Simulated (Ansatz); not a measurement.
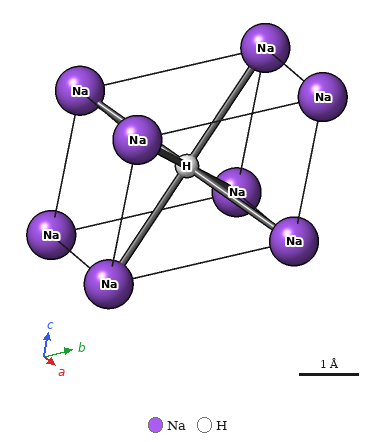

Fig. 1: The structure (ball-and-stick view of the reduced cell, seen slightly off an axis). An atom can appear more than once, as a periodic image. Near neighbours in the periodic cell (some may lie outside the picture): Na has 6 H at 2.41 Å; H has 6 Na at 2.41 Å.

**GW calculation of NaH**

- system: NaH (R-3m, 2 atoms in the cell)
- method: G0W0 on PBE, plane waves, PAW, no spin polarisation (Ansatz 0.2.0)

The structure was built on a prototype by a generator. The geometry comes from this level: r2SCAN (a point of a series of strains). It belongs to a series of runs on one base structure; here: shear_111 strain +1.0%.

### Output
```
Engine: ansatz 0.2.0, aarch64-unknown-linux-gnu
Pseudopotentials: kind: paw
Pseudopotential: Na, paw, valence charge 9, recommended cutoff 420 eV (normal), Na.paw.azcp
Pseudopotential: H, paw, valence charge 1, recommended cutoff 420 eV (normal), H.paw.azcp
Functional definition: PBE
  parameter kappa = 0.804
  parameter beta = 0.06672455060314922
  exchange = pbe_x(kappa = kappa, mu = beta*pi^2/3)
  correlation = pbe_c(beta = beta)
Crystal: 2 atoms, lattice volume = 27.838 Å³
Basis set: ecut = 420 eV, 537 PW (Γ)
Bands: 9, of which v1, the nominal top of the filled ones, is band 5 counted from 1 (4 counted from 0)
Symmetry: 12 space group operations
Space group: R-3m (ITA 166), of the structure as read, at distance tolerance 3.0e-5 Å
k-points: 32 of 216
Non-local potential: Na, projectors of the file, l = 0: 3, l = 1: 2, l = 2: 1
Non-local potential: H, projectors of the file, l = 0: 2, l = 1: 1
PAW form: soft (Blöchl's): semilocal exchange-correlation on the pseudo side does not see the compensation charge
PAW one-centre angular grid: Na, 110 points (default); XC on 64 Gauss nodes
PAW one-centre angular grid: H, 110 points (default); XC on 64 Gauss nodes
Initial density: superposition of atomic densities (neutral atoms: chi_scale 0, normalization atom), corrected by the library's trained network
Initial wavefunctions: pseudopotential atomic-orbital guess
Functional: x = pbe(κ = 0.804, μ = 0.2195149727645171), c = pbe(β = 0.06672455060314922)
SCF iter   1: F=—  HF=-1502.680096 eV  |F-HF|=—  |Δ(HF+E_count)|=         —  Δρ=5.12e-4  dr2=5.62e-5  ethr=1.77e-3  ⟨swp⟩=4.4  Hψ=1624  notcnv=0  defer=62
preconditioner: auto → none  [insulator: Δε(μ)=3.760 eV  Ē_g=11.199 eV  n_scr=8 (ndim 8)  ℏωp=10.0 eV  f_vac=0.000  ε∞_Penn≈1.8]
SCF iter   2: F=—  HF=-1502.679948 eV  |F-HF|=—  |Δ(HF+E_count)|=   1.48e-4  Δρ=3.61e-4  dr2=3.10e-5  ethr=5.62e-7  ⟨swp⟩=2.3  Hψ=779  notcnv=0  defer=64
SCF iter   3: F=—  HF=-1502.679983 eV  |F-HF|=—  |Δ(HF+E_count)|=   3.52e-5  Δρ=3.06e-4  dr2=1.80e-5  ethr=3.10e-7  ⟨swp⟩=2.0  Hψ=480  notcnv=0  defer=64
SCF iter   4: F=—  HF=-1502.679975 eV  |F-HF|=—  |Δ(HF+E_count)|=   8.17e-6  Δρ=8.37e-5  dr2=1.34e-6  ethr=1.80e-7  ⟨swp⟩=2.3  Hψ=432  notcnv=0  defer=64
SCF iter   5: F=—  HF=-1502.679975 eV  |F-HF|=—  |Δ(HF+E_count)|=   5.79e-8  Δρ=4.52e-5  dr2=5.16e-7  ethr=1.34e-8  ⟨swp⟩=3.0  Hψ=448  notcnv=0  defer=64
SCF iter   6: F=-1502.679975 eV  HF=-1502.679975 eV  |F-HF|=3.21e-8  |Δ(HF+E_count)|=   1.39e-7  Δρ=1.58e-5  dr2=6.06e-8  ethr=1.00e-9  ⟨swp⟩=4.6  Hψ=1308  notcnv=0
SCF 1 converged in 6 iterations: F = -1502.679975 eV  dr2 = 6.06e-8
  greatest PAW one-centre occupation: 0.999 electrons in one spin orbital (limit 2), on the Na atom at site 0 (counted from 0), in its partial waves of l = 0
```

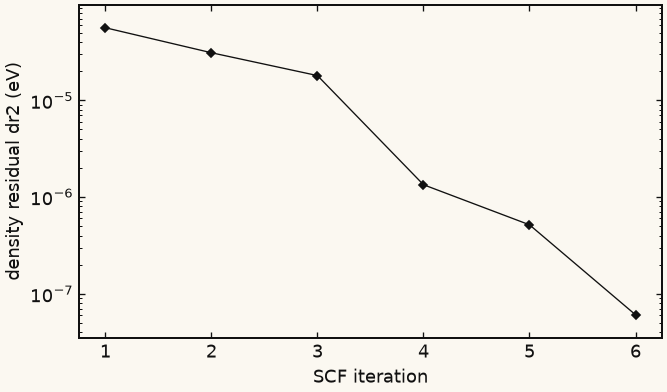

Fig. 2: Convergence of the self-consistent field: density residual dr2 against the SCF iteration. The residual falls at every step.

```
NSCF: frozen V_eff on 32 k-points
G₀W₀ screening: q 1/32
G₀W₀ screening: q 2/32 (q-point 6)
G₀W₀ screening: q 3/32 (q-point 7)
G₀W₀ screening: q 4/32 (q-point 8)
G₀W₀ screening: q 5/32 (q-point 11)
G₀W₀ screening: q 6/32 (q-point 20)
G₀W₀ screening: q 7/32 (q-point 21)
G₀W₀ screening: q 8/32 (q-point 22)
G₀W₀ screening: q 9/32 (q-point 24)
G₀W₀ screening: q 10/32 (q-point 2)
G₀W₀ screening: q 11/32 (q-point 3)
G₀W₀ screening: q 12/32 (q-point 5)
G₀W₀ screening: q 13/32 (q-point 9)
G₀W₀ screening: q 14/32 (q-point 10)
G₀W₀ screening: q 15/32 (q-point 12)
G₀W₀ screening: q 16/32 (q-point 15)
G₀W₀ screening: q 17/32 (q-point 16)
G₀W₀ screening: q 18/32 (q-point 17)
G₀W₀ screening: q 19/32 (q-point 18)
G₀W₀ screening: q 20/32 (q-point 19)
G₀W₀ screening: q 21/32 (q-point 23)
G₀W₀ screening: q 22/32 (q-point 25)
G₀W₀ screening: q 23/32 (q-point 26)
G₀W₀ screening: q 24/32 (q-point 28)
G₀W₀ screening: q 25/32 (q-point 29)
G₀W₀ screening: q 26/32 (q-point 30)
G₀W₀ screening: q 27/32 (q-point 31)
G₀W₀ screening: q 28/32 (q-point 4)
G₀W₀ screening: q 29/32 (q-point 13)
G₀W₀ screening: q 30/32 (q-point 14)
G₀W₀ screening: q 31/32 (q-point 27)
G₀W₀ screening: q 32/32
G₀W₀ self-energy: k 1/17
G₀W₀ self-energy: k 2/17
G₀W₀ self-energy: k 3/17
G₀W₀ self-energy: k 4/17
G₀W₀ self-energy: k 5/17
G₀W₀ self-energy: k 6/17
G₀W₀ self-energy: k 7/17
G₀W₀ self-energy: k 8/17
G₀W₀ self-energy: k 9/17
G₀W₀ self-energy: k 10/17
G₀W₀ self-energy: k 11/17
G₀W₀ self-energy: k 12/17
G₀W₀ self-energy: k 13/17
G₀W₀ self-energy: k 14/17
G₀W₀ self-energy: k 15/17
G₀W₀ self-energy: k 16/17
G₀W₀ self-energy: k 17/17
NSCF: frozen V_eff on 1 k-points
NSCF: frozen V_eff on 1 k-points
NSCF: frozen V_eff on 1 k-points
SCF converged after 6 iterations
Free energy (F): -1502.679975 eV
Harris-Foulkes:  -1502.679975 eV  (|F-HF|=3.21e-8)
Internal energy: -1502.679975 eV  (E = F + TS)
E sigma→0 (E₀):  -1502.679975 eV
Fermi energy:    0.849683 eV
--- Per-component energies (eV) ---
  E_band       = -226.424475
  E_kinetic    = 134.253471
  E_local      = -1324.498620  (includes V_loc(G=0)·N_el)
  E_nonlocal   = 116.564568
  E_hartree    = 474.776977
  E_xc         = -48.225655
  E_vxc        = -62.028793  (∫ρ·V_xc dr)
  E_paw        = -263.559596  (= ΣΔE_a)
  E_vpaw       = -40.268834  (= ΣTr[D̂ρ^β])
  E_aug_tail   = -0.000910  (compensation charges beyond the density's cutoff)
  E_ewald      = -591.990210
  E_smearing   = -0.000000  (= −TS)
  E_closure    = 0.000000  (closes the sum)
  Σ components = -1502.679975   (vs F -1502.679975, Δ=0.00e0)
--- Band table (eV; the first three rows and the last of 32) ---
  k-point 0: bands = ["-49.3102", "-21.1882", "-21.1882", "-21.1867", "-2.7523", "11.4349", "16.4410", "16.6720", "16.6720"]
  k-point 1: bands = ["-49.3084", "-21.2130", "-21.1913", "-21.1898", "-2.2744", "9.8743", "13.3316", "15.3690", "15.5461"]
  k-point 2: bands = ["-49.3048", "-21.2623", "-21.1975", "-21.1955", "-0.9978", "6.5541", "12.0457", "14.5374", "14.6810"]
  k-point 31: bands = ["-49.3034", "-21.2825", "-21.1993", "-21.1993", "-0.0125", "4.6203", "11.8374", "14.4553", "14.4553"]
--- G₀W₀: contour deformation, 6 samples at zero and on the imaginary axis and 5 off it, 216 q-points, 116 empty bands' worth ---
  eigenvalues of the whole cell's RPA ε∞ on this k-mesh (on a slab, of 1 + 4πα/V) = 2.8558, 2.8558, 2.8594; static W/v taken at q = 0 is 0.350022
  gw.qp_kpoints: band_edges: 17 of 32 stored k-points solved, in 1 pass; an edge of the gap read off the rows below is read off those points alone
    valence top: of the k-points left out ik 16 came nearest to being solved in a further pass, in band 5 (counted from 1, as in the quasiparticle table): it holds the edge there only if its correction is more favourable than any solved in that band by at least 0.636 eV; those differ by 0.108 eV
    conduction bottom: of the k-points left out ik 16 came nearest to being solved in a further pass, in band 6 (counted from 1, as in the quasiparticle table): it holds the edge there only if its correction is more favourable than any solved in that band by at least 0.736 eV; those differ by 0.104 eV
  `?` marks the rows in doubt; gw_qp.tsv's column doubts and the gw_qp event give each row's grounds
    ik  band        ε_KS         Σx   Σc(E_QP)       V_xc       Z   E_QP_lin       E_QP  E_QP is
     0     4    -21.1867   -45.2756     8.7445   -32.2538  0.7521   -26.2369   -25.4641  root ?
     0     5     -2.7523   -14.0606     3.5853    -9.0056  0.6632    -4.3091    -4.2220  root
     0     6     11.4349    -5.1667    -5.1187   -10.9202  0.6573    12.0832    12.0697  root
     0     7     16.4410    -1.2372    -4.7717    -6.4303  0.7331    16.8646    16.8623  root
     1     4    -21.1898   -45.2664     8.7441   -32.2459  0.7521   -26.2391   -25.4661  root ?
     1     5     -2.2744   -14.0164     3.3308    -9.1867  0.6861    -3.8755    -3.7733  root ?
     1     6      9.8743    -4.6496    -4.4000    -9.7884  0.7261    10.6363    10.6131  root
     1     7     13.3316    -2.3795    -4.8356    -7.5906  0.6986    13.7151    13.7071  root
     2     4    -21.1955   -45.2475     8.7435   -32.2296  0.7520   -26.2430   -25.4699  root ?
     2     5     -0.9978   -14.0016     2.7135    -9.7424  0.7229    -2.6230    -2.5435  root
     2     6      6.5541    -4.1179    -3.4795    -8.2903  0.7937     7.2553     7.2470  root
     2     7     12.0457    -3.2709    -4.8761    -8.5461  0.6912    12.4344    12.4448  root
     3     4    -21.1984   -45.2380     8.7431   -32.2215  0.7520   -26.2450   -25.4717  root ?
     3     5      0.0449   -14.4666     2.4140   -10.4756  0.7384    -1.5949    -1.5321  root
     3     6      4.7006    -3.6251    -3.1806    -7.4539  0.8153     5.3544     5.3488  root
     3     7     11.7421    -3.5033    -4.8469    -8.7644  0.6782    12.1555    12.1563  root
     6     4    -21.2042   -45.2195     8.7428   -32.2048  0.7520   -26.2498   -25.4761  root ?
     6     5      0.1349   -14.2688     2.3364   -10.3734  0.7402    -1.4850    -1.4241  root
     6     6      5.3884    -3.7542    -3.2695    -7.6863  0.8094     6.0574     6.0510  root
     6     7      9.6777    -3.2369    -4.1429    -7.9933  0.7381    10.3010    10.2911  root
    10     4    -21.2151   -45.1833     8.7423   -32.1718  0.7518   -26.2587   -25.4844  root ?
    10     5      0.4576   -14.0651     2.1881   -10.3354  0.7437    -1.1395    -1.0839  root
    10     6      6.1173    -4.0935    -3.3087    -8.0657  0.8005     6.7878     6.7807  root
    10     7      8.7862    -2.9389    -3.9021    -7.4975  0.7697     9.4538     9.4426  root
    11     4    -21.2085   -45.2056     8.7425   -32.1924  0.7519   -26.2532   -25.4792  root ?
    11     5      0.6434   -14.3011     2.1697   -10.5819  0.7452    -0.9601    -0.9061  root
    11     6      6.6435    -3.5599    -3.5123    -7.7775  0.7998     7.3574     7.3487  root
    11     7      6.8083    -3.5121    -3.4828    -7.6678  0.7964     7.4895     7.4811  root
    12     4    -21.2206   -45.1652     8.7419   -32.1552  0.7518   -26.2632   -25.4886  root ?
    12     5      0.7180   -14.0974     2.1261   -10.4254  0.7450    -0.8814    -0.8279  root
    12     6      5.5545    -4.0696    -3.1828    -7.9079  0.8076     6.2163     6.2099  root
    12     7     10.9780    -1.2518    -4.4348    -5.9557  0.6968    11.2504    11.2471  root
    20     4    -21.2135   -45.1916     8.7424   -32.1789  0.7518   -26.2583   -25.4838  root ?
    20     5      0.6378   -14.3140     2.1768   -10.5861  0.7450    -0.9676    -0.9133  root
    20     6      6.0413    -3.5682    -3.3840    -7.6362  0.8056     6.7329     6.7254  root
    20     7      7.8060    -3.4219    -3.6912    -7.7851  0.7821     8.4881     8.4780  root
    22     4    -21.2156   -45.1874     8.7418   -32.1762  0.7519   -26.2590   -25.4849  root ?
    22     5      0.4399   -14.0644     2.1943   -10.3283  0.7435    -1.1577    -1.1019  root
    22     6      6.1031    -4.0972    -3.3093    -8.0707  0.8005     6.7744     6.7673  root
    22     7      8.7178    -2.9789    -3.8908    -7.5323  0.7711     9.3917     9.3804  root
    23     4    -21.2224   -45.1612     8.7425   -32.1494  0.7516   -26.2670   -25.4916  root ?
    23     5      0.8497   -14.2579     2.1016   -10.6116  0.7464    -0.7469    -0.6951  root
    23     6      6.1749    -3.7795    -3.3340    -7.7816  0.8027     6.8504     6.8430  root
    23     7      8.0622    -3.0464    -3.7433    -7.4431  0.7811     8.7256     8.7155  root
    24     4    -21.2119   -45.1927     8.7427   -32.1797  0.7518   -26.2567   -25.4822  root ?
    24     5      0.6466   -14.3145     2.1736   -10.5900  0.7451    -0.9584    -0.9042  root
    24     6      6.0581    -3.5680    -3.3867    -7.6393  0.8055     6.7501     6.7426  root
    24     7      7.8055    -3.4097    -3.6884    -7.7687  0.7823     8.4862     8.4761  root
    25     4    -21.2159   -45.1865     8.7418   -32.1754  0.7519   -26.2593   -25.4851  root ?
    25     5      0.4613   -14.0703     2.1884   -10.3399  0.7437    -1.1362    -1.0806  root
    25     6      6.0987    -4.0824    -3.3054    -8.0507  0.8008     6.7686     6.7615  root
    25     7      8.7326    -2.9812    -3.8942    -7.5389  0.7708     9.4075     9.3960  root
    28     4    -21.2094   -45.2083     8.7420   -32.1956  0.7520   -26.2539   -25.4800  root ?
    28     5      0.6154   -14.2961     2.1785   -10.5677  0.7449    -0.9889    -0.9345  root
    28     6      6.6026    -3.5833    -3.5083    -7.7978  0.7999     7.3175     7.3088  root
    28     7      6.7971    -3.5163    -3.4828    -7.6725  0.7965     7.4789     7.4706  root
    29     4    -21.2047   -45.2235     8.7423   -32.2092  0.7520   -26.2502   -25.4767  root ?
    29     5      0.0902   -14.2727     2.3530   -10.3586  0.7395    -1.5316    -1.4709  root
    29     6      5.3059    -3.7667    -3.2629    -7.6927  0.8097     5.9754     5.9690  root
    29     7      9.7343    -3.2451    -4.1554    -8.0127  0.7390    10.3584    10.3464  root
    30     4    -21.2134   -45.1941     8.7421   -32.1816  0.7518   -26.2581   -25.4837  root ?
    30     5      0.6094   -14.3097     2.1860   -10.5719  0.7447    -0.9969    -0.9422  root
    30     6      5.9863    -3.5899    -3.3806    -7.6565  0.8057     6.6798     6.6722  root
    30     7      7.8437    -3.4179    -3.6963    -7.7849  0.7817     8.5245     8.5144  root
    31     4    -21.1993   -45.2415     8.7424   -32.2257  0.7521   -26.2458   -25.4727  root ?
    31     5     -0.0125   -14.4697     2.4361   -10.4557  0.7376    -1.6541    -1.5905  root
    31     6      4.6203    -3.6434    -3.1748    -7.4667  0.8154     5.2745     5.2688  root
    31     7     11.8374    -3.5058    -4.8693    -8.7864  0.6780    12.2453    12.2487  root
```

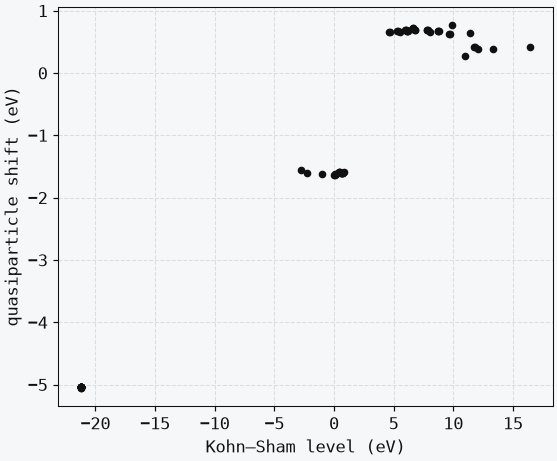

Fig. 3: Quasiparticle corrections (linearised) against the Kohn–Sham levels, for the bands and k-points computed. On this mesh the gap goes from 3.77 to 5.96 eV.

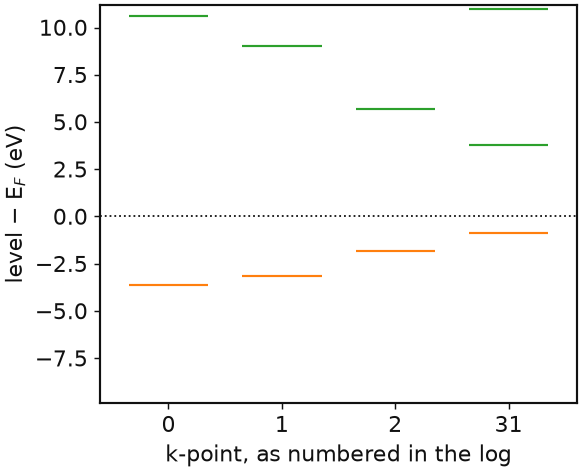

Fig. 4: Kohn–Sham levels near the Fermi level (dotted) at the few k-points that the log prints; levels within 0.02 eV of each other stand side by side. Among these points the highest filled and lowest empty levels are 4.63 eV apart; the gap on the full mesh, 3.77 eV, has an edge at a point that isn't printed.

The run was set up as follows.

### The input
```yaml
crystal:
  lattice:
    - [0.0159834152, 2.4134957025, 2.4134957025]
    - [2.4134957025, 0.0159834152, 2.4134957025]
    - [2.4134957025, 2.4134957025, 0.0159834152]
  atoms:
    - { symbol: Na, position: [0.0, 0.0, 0.0] }
    - { symbol: H, position: [0.5, 0.5, 0.5] }
kpoints:
  mp_grid: { grid: [6, 6, 6] }
hamiltonian:
  xc: pbe
scf:
  occupations: { method: fixed }
gw:
  n_empty_bands: 116
  ecut_chi: 150
  qp_bands: [v2, c2]
  qp_kpoints: band_edges
  screening: { model: contour_deformation }
```

Launch command:
```bash
ansatz run input.yaml --threads 4 --pin off --max-ram 4608MiB --backend cpu --events-out ev --progress --plain --runs-dir out
```

### Key numbers

| quantity | value |
| --- | --- |
| outcome | converged |
| space group (tolerance 0.01 Å) | R-3m (166) |
| electrons treated | 10 |
| free energy | −1502.6800 eV |
| Fermi energy | 0.850 eV |
| gap on the k-point mesh | 3.77 eV |
| quasiparticle gap on the mesh | 5.96 eV |
| hardware | 4 threads of Arm Neoverse V1, 24 GiB of memory available, shared host |
| wall time | 51 s (CPU time 3 min) |
| peak memory | 0.43 GiB |

### Remarks

The GW levels are not extrapolated in basis or mesh.
